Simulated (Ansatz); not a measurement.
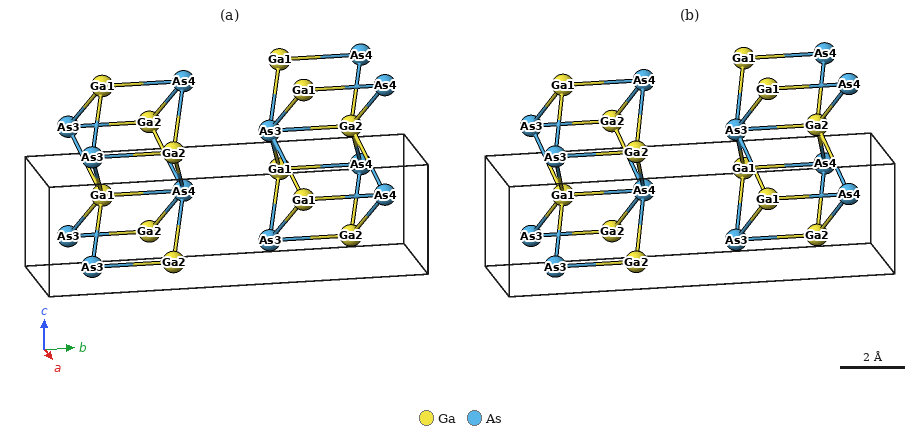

The structure of solid GaAs (built on the TlCl-63 type type) before (left) and after (right) a relaxation, at one scale.

A ball-and-stick model of the conventional cell (2 times the calculation's cell), repeated 1 × 1 × 2 with one cell outlined, seen slightly off an axis. Lengths and directions refer to the drawn axes.

Method: Ansatz, DFT, r2SCAN+rVV10, plane waves, PAW.

Input
```yaml
crystal:
  lattice:
    - [1.7931056535, -6.1031427137, 0.0]
    - [1.7931056535, 6.1031427137, 0.0]
    - [0.0, 0.0, 3.5856205214]
  atoms:
    - { symbol: Ga, position: [0.3283093892, 0.6716906108, 0.75] }
    - { symbol: Ga, position: [0.6716906108, 0.3283093892, 0.25] }
    - { symbol: As, position: [0.8863207269, 0.1136792731, 0.25] }
    - { symbol: As, position: [0.1136792731, 0.8863207269, 0.75] }
kpoints:
  mp_grid: { grid: [6, 6, 6] }
hamiltonian:
  xc: r2scan
  dispersion: rvv10
scf:
  occupations: { method: fermi_dirac, width: 0.03 }
relax:
  f_tol: 0.01
  cell: {}
  max_steps: 120
```

Command:
```bash
ansatz run input.yaml --threads 2 --pin off --max-ram 2211MiB --backend cpu --events-out ev --progress --plain --runs-dir out
```

Summarise the run.

Answer. The largest moves relative to the cell, 0.072 Å, are those of As3 and As4. As4 goes along −b. By element the largest moves are As 0.072 Å, Ga 0.012 Å. Cell: a 3.586 → 3.595 Å (+0.2 %), b 12.206 → 12.427 Å (+1.8 %), c 3.586 → 3.605 Å (+0.5 %). Volume +2.6 %. Among the contacts that change: Ga1–As4 2.620 → 2.607 Å, Ga1–As3 2.633 → 2.624 Å. Among the angles between lasting bonds that change: Ga2–As4–Ga2 148.8° → 151.9°, As4–Ga2–As4 148.8° → 151.9°. The space group stays Cmcm (No. 63). The energy falls by 5.6 meV per atom in 4 accepted moves (6 points after the start). Largest force component: 0.27 eV/Å at the start, 0.0022 eV/Å at the end. The pressure goes from 0.49 to −0.02 GPa. The line search rejected the trial step at point 1 of the run. At 1 point the geometry stayed and the basis and grid were re-selected for the new cell (energy shift of 0.1 meV per atom at most each time).
